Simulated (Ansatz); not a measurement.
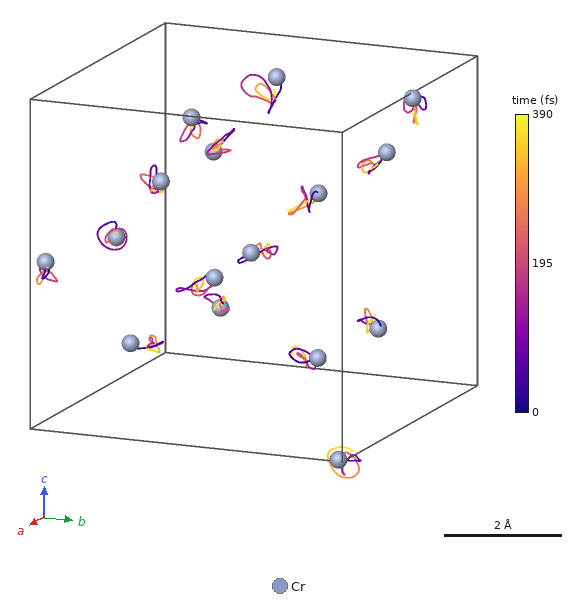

Molecular dynamics of a 16-atom cell of Cr, 390 fs long. It starts from the last geometry of an earlier run, with fresh velocities. Lines trace each atom's path, coloured by time; spheres stand at the starting positions. Seen slightly off an axis in the simulation cell.

The calculation used Ansatz 0.2.0, DFT PBEsol, scalar-relativistic, plane waves, PAW. Settings: plane-wave cutoff 420 eV; k-point mesh 2 × 2 × 2; Fermi-Dirac smearing 0.24 eV; volume 1.05 times that of the relaxed crystal; Langevin thermostat and barostat (NPT); set temperature 1960 K; time step 3 fs; friction 0.01 per fs; target pressure 5 GPa.

**What do the traces tell about the motion?**

Root-mean-square distances from the starting positions over the second half, with the common drift of all atoms taken out: Cr 0.33 Å. That is small against the typical shortest distance between atoms in the first frame, about 2.3 Å: the atoms vibrate about their sites and the arrangement holds. Over the second half the temperature averages 1773 K (spread ±253 K). The pressure hasn't settled at its target of 5.0 GPa. The potential energy in the second half lies on average 245 meV per atom below the first frame. The mean pressure there is 9.2 GPa. The volume ends −8.0 % from the start.

Limits of the set-up: the k-point mesh is coarse for a cell with partly filled bands.

The run took 14 min on 2 threads of Arm Neoverse V2 (shared host), peak memory 0.82 GiB.
